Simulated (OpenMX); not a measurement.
# Hf: 7 runs along one coordinate

System: Hf (2 atoms in the cell).
Method: Kohn-Sham DFT of a periodic cell, PBE, OpenMX 2013 PBE set, no spin polarisation (OpenMX 3.8.5).

The 7 runs differ only in the geometry, by an even scaling of the cell at fixed fractional positions. The structure derives from an entry of the Crystallography Open Database.

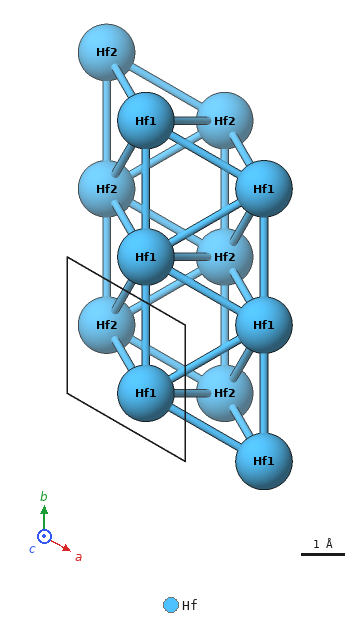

Figure 1. The structure of run 4 (ball-and-stick view of the cell of the calculation, repeated 2 × 3 × 1, along the c axis; atoms are numbered from 1 in the order of the input). An atom can appear more than once, as a periodic image.

**Input of run 4**
```
System.CurrrentDirectory             ./
System.Name                          Hf
DATA.PATH                            ./DFT_DATA13
level.of.stdout                      1
level.of.fileout                     0
Species.Number                       1
<Definition.of.Atomic.Species
  Hf  Hf7.0-s3p2d2           Hf_PBE13
Definition.of.Atomic.Species>

Atoms.Number                         2
Atoms.SpeciesAndCoordinates.Unit     FRAC
<Atoms.SpeciesAndCoordinates
    1  Hf    0.6666666667    0.3333333333    0.7500000000   6.000  6.000
    2  Hf    0.3333333333    0.6666666667    0.2500000000   6.000  6.000
Atoms.SpeciesAndCoordinates>

Atoms.UnitVectors.Unit               Ang
<Atoms.UnitVectors
     3.1967000000    0.0000000000    0.0000000000
    -1.5983500000    2.7684234083    0.0000000000
     0.0000000000    0.0000000000    5.0578000000
Atoms.UnitVectors>

scf.XcType                           GGA-PBE
scf.SpinPolarization                 off
scf.ElectronicTemperature            580.226
scf.energycutoff                     400.0
scf.maxIter                          100
scf.EigenvalueSolver                 band
scf.Kgrid                            11 11 5
scf.Mixing.Type                      rmm-diisk
scf.Init.Mixing.Weight               0.05
scf.Min.Mixing.Weight                0.001
scf.Max.Mixing.Weight                0.3
scf.Mixing.History                   25
scf.Mixing.StartPulay                8
scf.criterion                        1.0e-8
scf.stress.tensor                    on
MD.Type                              nomd
Band.dispersion                      on
Band.Nkpath                          9
<Band.kpath
    8   0.000000  0.000000  0.000000    0.500000  0.000000  0.000000  G M
    5   0.500000  0.000000  0.000000    0.333333  0.333333  0.000000  M K
   10   0.333333  0.333333  0.000000    0.000000  0.000000  0.000000  K G
    5   0.000000  0.000000  0.000000    0.000000  0.000000  0.500000  G A
    8   0.000000  0.000000  0.500000    0.500000  0.000000  0.500000  A L
    5   0.500000  0.000000  0.500000    0.333333  0.333333  0.500000  L H
   10   0.333333  0.333333  0.500000    0.000000  0.000000  0.500000  H A
    5   0.500000  0.000000  0.500000    0.500000  0.000000  0.000000  L M
    5   0.333333  0.333333  0.000000    0.333333  0.333333  0.500000  K H
Band.kpath>
```

Command:
```bash
openmx Hf.dat -nt 1 > Hf.std
```

Lattice vectors (Å) and fractional positions of run 4:
```
   3.196700    0.000000    0.000000
  -1.598350    2.768423    0.000000
   0.000000    0.000000    5.057800
Hf  0.666667  0.333333  0.750000
Hf  0.333333  0.666667  0.250000
```

Run 6 has the same physical settings and fractional positions; its lattice vectors (Å) are:
```
   3.238767    0.000000    0.000000
  -1.619383    2.804854    0.000000
   0.000000    0.000000    5.124358
```

**Results, with one run withheld**

| run | volume per atom (Å³) | free energy per atom, from the lowest run given (meV) |
| --- | --- | --- |
| 1 | 21.037 | 38.46 |
| 2 | 21.485 | 18.27 |
| 3 | 21.933 | 5.61 |
| 4 | 22.380 | 0.00 |
| 5 | 22.828 | 0.84 |
| 6 | 23.276 | ? |
| 7 | 23.723 | 19.55 |

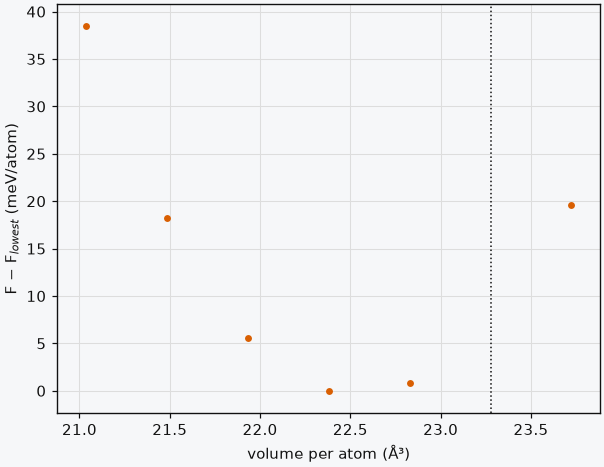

Figure 2. Free energy per atom of the runs given; the dotted line marks run 6.

Fit the runs given and predict run 6.

A cubic polynomial in V^(−2/3) (the Birch–Murnaghan form), fitted to the 6 runs given, misses them by at most 0.03 meV per atom. With x = V^(−2/3) − 0.12659 Å⁻², it reads F = 1.4543 + 2884.5 x + 1.1159e+06 x² − 3.056e+06 x³ (meV per atom). At run 6 it gives 7.50 meV per atom, and the run itself gives 7.48. The fit has its minimum at 22.545 Å³ per atom, where V d²F/dV² gives 112 GPa. Cell shape and fractional positions are held, so this is the stiffness under even scaling; the relaxed bulk modulus wasn't computed.

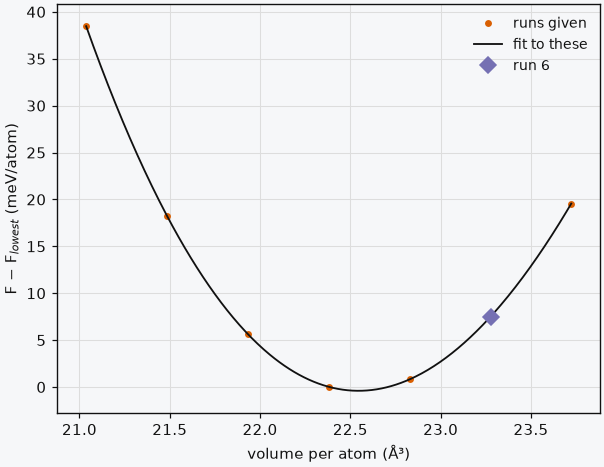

Figure 3. The fit and the withheld run.

**Some lines of the output (run 6)**
```
[...]
  Cell_Volume =    314.141919084475 (Bohr^3)
        Total energy (Hartree) at MD = 1
   kloop=0
   kloop=1
   kloop=302
```

Notes: Spin–orbit coupling is left out, which matters for Hf. With a small basis of atomic orbitals these values can differ much from converged plane-wave results.
